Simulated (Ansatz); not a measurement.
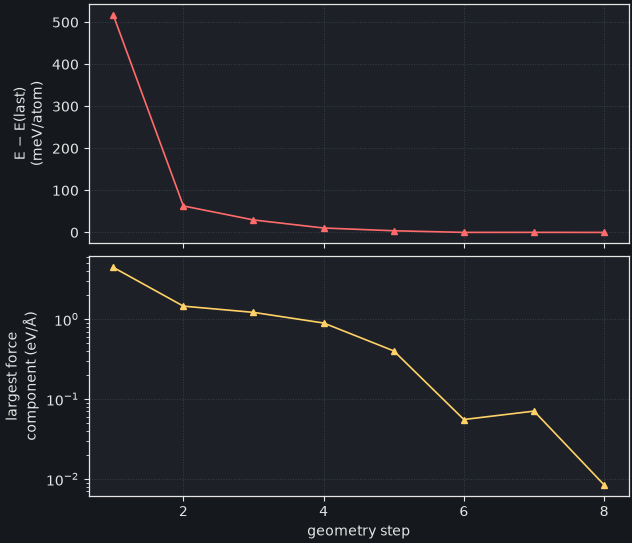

History of a geometry optimisation. HfN (6 atoms in the cell); DFT PBE, scalar-relativistic, plane waves, PAW (Ansatz 0.2.0); cutoff 420 eV, 1×1×1 k-mesh, Gaussian smearing of 0.05 eV, collinear spins. Only the atoms move.

The optimisation met its thresholds at geometry 8, counting the start as the first. The energy fell by about 520 meV/atom from the first step to the last. Step 7 went uphill and was rejected by the line search. The largest force component goes from about 4.5 eV/Å at the start to 8 × 10⁻³ eV/Å at the end.
